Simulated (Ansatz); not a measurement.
System: Hg.

The calculation's input:

```
crystal:
  lattice:
    - [2.0809528855, -2.6180246879, 0.0]
    - [2.0809528855, 2.6180246879, 0.0]
    - [-2.0719508028, 0.0, 2.8331579683]
  atoms:
    - { symbol: Hg, position: [0.0, 0.0, 0.0] }
hamiltonian:
  xc: pbe
  pseudopotentials: { kind: paw }
kpoints:
  mp_grid: { grid: [9, 9, 9] }
scf:
  occupations: { method: fermi_dirac, width: 0.05 }
output:
  forces: true
  stress: true
  eigenvalues: true
  write_density: true
  write_potential: true
  elf: true
  volumetric_format: npy
```

Launched as:

```sh
ansatz run input.yaml --threads 2 --pin off --max-ram 5120MiB --backend cpu --events-out ev --progress --plain --runs-dir out
```

Below, planes, directions and counts refer to the standardised cell (a = 4.16 Å, b = 5.24 Å, c = 5.67 Å, α = 90.00°, β = 89.82°, γ = 90.00°).

Space group C2/m; a structure from a database of computed crystals, not necessarily the ambient phase.

Theory: Kohn-Sham DFT of a periodic cell, PBE, Ansatz PAW (Ansatz).

What will maps of the valence pseudo-density and electron localisation function show?

Answer. Hg–Hg (3.34 Å): the density is about 0.12 e/Å³ at the midpoint; the ELF is about 0.10 at the midpoint; no localised pair shows between them.
Hg–Hg (3.51 Å): ρ is about 0.09 e/Å³ halfway; the ELF is about 0.10 at the midpoint (no localised pair shows between them).

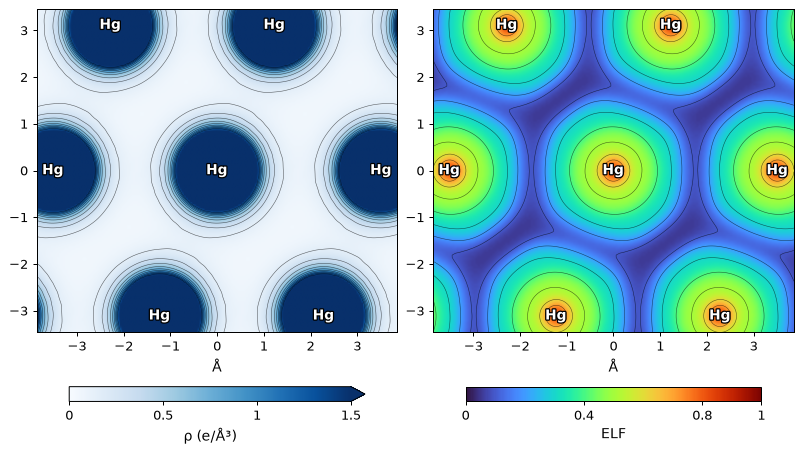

Computed valence pseudo-density and electron localisation function on the (111) plane of the standardised cell, in this order. 

In a PAW calculation such maps are meaningful between the atoms, not at the nuclei.
